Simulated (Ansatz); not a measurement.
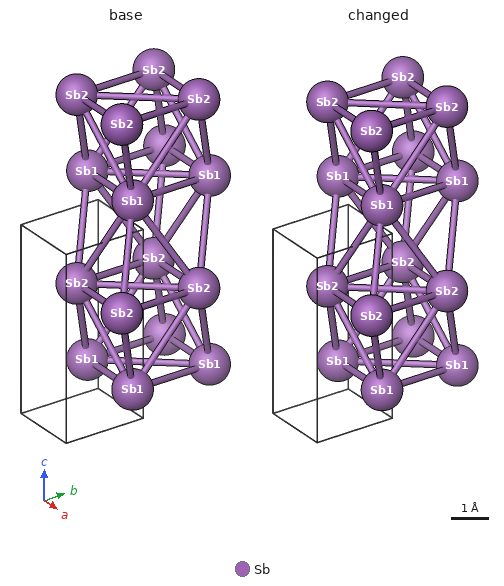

Left: a symmetric starting cell of Sb. Right: the same structure after one change, at the same scale. The picture is a ball-and-stick view of the cell of the calculation, repeated 2 × 2 × 2 with one cell outlined, seen slightly off an axis.

The calculation used Ansatz 0.2.0, DFT PBEsol, scalar-relativistic, plane waves, PAW. (plane-wave cutoff 420 eV; k-point mesh 15 × 15 × 8; occupations gaussian; smearing width 0.1 eV; no spin polarisation)

> What distinguishes the right structure from the left one?

All lengths are scaled by −2.3 % (volume −6.7 %), the atoms keeping their fractional coordinates. No relaxation follows. The starting cell wasn't computed here and needn't be at equilibrium, so pressure and forces aren't due to the change alone.

> And its effect?

The pressure is 5.5 GPa (not all of it need come from the change, since the unchanged cell can be under pressure at this level too). The principal stresses (compression positive) are 7.6 GPa along c and 4.4 GPa across it. All forces vanish by symmetry. Among the bonded contacts that change: Sb–Sb 3.369 → 3.292 Å, Sb–Sb 3.299 → 3.224 Å. The space group stays P6_3/mmc (No. 194).
